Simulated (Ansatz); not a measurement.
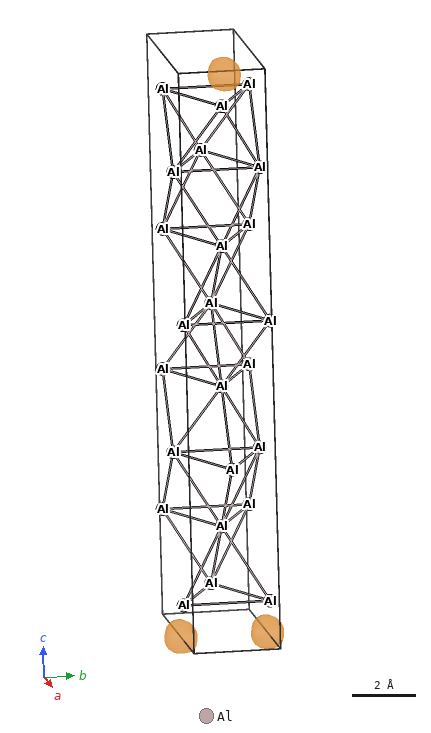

Figure 1: Al. Isosurface of the electron localisation function at 0.75 (orange), seen slightly off an axis. Core shells and regions of very low density are left out. Sticks mark near contacts.

Space group Cm; a structure from a database of computed crystals, not necessarily the ambient phase; not relaxed (largest force 1.2 eV/Å).

Computed with DFT r2SCAN, scalar-relativistic, plane waves, PAW (Ansatz).

In a PAW calculation such maps are meaningful between the atoms, not at the nuclei.

Question: Where are the electrons localised?

Answer: The surface consists of two regions between bonded Al–Al atoms, counted in one cell of 16 atoms. Regions shared between cells count once. Profiles from the grid: Al–Al (2.45 Å): the ELF peaks at about 0.85 between the atoms. Al–Al (2.82 Å): the ELF peaks at about 0.60 between the atoms.
